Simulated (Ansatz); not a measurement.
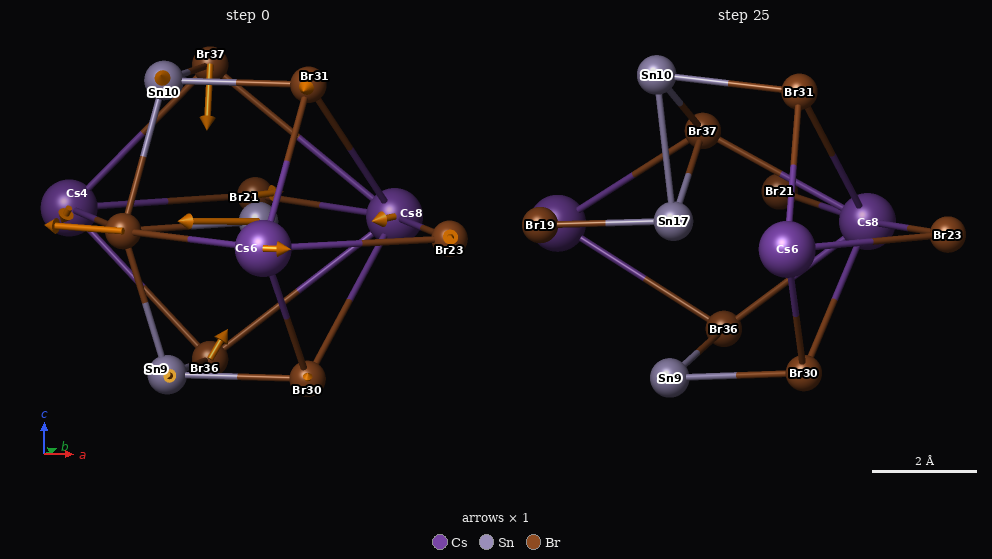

The structure of a defect cell of composition Cs8Sn9Br24 before (left) and after (right) a relaxation, at one scale. The orange arrows give the displacements, at their true length.

A ball-and-stick model of the atoms within 5.0 Å of the atom that moves most (axes of the cell of the calculation (origin shifted)), seen slightly off an axis.

Level of theory: Ansatz 0.2.0, DFT, PBEsol, PAW, plane waves.

Input
```yaml
crystal:
  lattice:
    - [11.500000, 0.000000, 0.000000]
    - [0.000000, 11.500000, 0.000000]
    - [0.000000, 0.000000, 11.500000]
  atoms:
    - { symbol: Cs, position: [0.998672, 0.999133, 0.000444] }
    - { symbol: Cs, position: [0.002662, 0.995259, 0.499957] }
    - { symbol: Cs, position: [0.999412, 0.499895, 0.999659] }
    - { symbol: Cs, position: [0.001479, 0.499137, 0.499426] }
    - { symbol: Cs, position: [0.501705, 0.999845, 0.003013] }
    - { symbol: Cs, position: [0.500536, 0.998990, 0.499358] }
    - { symbol: Cs, position: [0.500773, 0.499936, 0.001331] }
    - { symbol: Cs, position: [0.556127, 0.556714, 0.497135] }
    - { symbol: Sn, position: [0.252448, 0.250571, 0.251964] }
    - { symbol: Sn, position: [0.247579, 0.247746, 0.748913] }
    - { symbol: Sn, position: [0.252336, 0.753694, 0.247574] }
    - { symbol: Sn, position: [0.249298, 0.746143, 0.750408] }
    - { symbol: Sn, position: [0.752573, 0.246835, 0.252366] }
    - { symbol: Sn, position: [0.750372, 0.247847, 0.750689] }
    - { symbol: Sn, position: [0.754514, 0.751651, 0.248190] }
    - { symbol: Sn, position: [0.749816, 0.751835, 0.747249] }
    - { symbol: Sn, position: [0.372772, 0.378248, 0.501236] }
    - { symbol: Br, position: [0.250451, 0.252921, 0.000443] }
    - { symbol: Br, position: [0.192321, 0.194843, 0.498280] }
    - { symbol: Br, position: [0.250737, 0.749813, 0.998642] }
    - { symbol: Br, position: [0.250360, 0.749187, 0.502962] }
    - { symbol: Br, position: [0.752287, 0.249094, 0.001358] }
    - { symbol: Br, position: [0.749803, 0.248864, 0.497939] }
    - { symbol: Br, position: [0.749578, 0.750070, 0.999796] }
    - { symbol: Br, position: [0.747482, 0.750012, 0.498030] }
    - { symbol: Br, position: [0.996882, 0.251991, 0.249524] }
    - { symbol: Br, position: [0.999184, 0.250894, 0.749161] }
    - { symbol: Br, position: [0.001185, 0.747582, 0.249594] }
    - { symbol: Br, position: [0.998236, 0.749791, 0.748576] }
    - { symbol: Br, position: [0.499671, 0.249828, 0.253009] }
    - { symbol: Br, position: [0.501337, 0.248985, 0.749845] }
    - { symbol: Br, position: [0.500029, 0.750383, 0.251245] }
    - { symbol: Br, position: [0.502885, 0.749040, 0.747871] }
    - { symbol: Br, position: [0.251653, 0.001243, 0.250634] }
    - { symbol: Br, position: [0.251607, 0.001979, 0.754323] }
    - { symbol: Br, position: [0.249209, 0.500237, 0.252316] }
    - { symbol: Br, position: [0.248962, 0.501694, 0.749342] }
    - { symbol: Br, position: [0.748535, 0.001101, 0.248530] }
    - { symbol: Br, position: [0.752833, 0.999644, 0.746863] }
    - { symbol: Br, position: [0.751265, 0.501346, 0.248644] }
    - { symbol: Br, position: [0.747906, 0.501230, 0.752050] }
  symmetry: { detect: false }
kpoints:
  mp_grid: { grid: [1, 1, 1], shift: [0.25, 0.25, 0.25] }
hamiltonian:
  xc: pbesol
scf:
  occupations: { method: fermi_dirac, width: 0.01 }
relax:
  f_tol: 0.03
  max_steps: 80
  escape_saddle: false
  adjacent_minimum: "off"
output:
  forces: true
  eigenvalues: true
  populations: true
```

Launched with:
```bash
ansatz run in.yaml --threads 7 --pin off --max-ram 13300MiB --runs-dir r --events-out ev --progress --plain
```

Describe what moved and what it gained.

Answer. The energy falls by 2.419 eV per cell of the calculation in 25 geometry steps. The largest force component goes from 1.8 to 0.02 eV/Å. The atom that moves furthest is Sn17 (1.87 Å roughly along [−1 −1 0]). Largest moves by element: Sn 1.87 Å, Br 1.75 Å, Cs 0.69 Å. The lattice vectors keep their values. Some distances before and after: Cs6–Br19 4.200 → 6.336 Å, Cs8–Sn17 2.943 → 4.255 Å, Cs8–Br37 4.614 → 3.628 Å, Cs8–Br36 4.561 → 3.647 Å. New bonds form: Sn17–Br37 (3.49 → 2.78 Å). Bonds break: Cs6–Br19 (4.20 → 6.34 Å). Bond angles that change, for instance: Cs4–Br37–Sn10 89.3° → 112.5°. Cost: 4.3 min on 7 threads of Arm Neoverse-V2, peak memory 2.3 GiB.
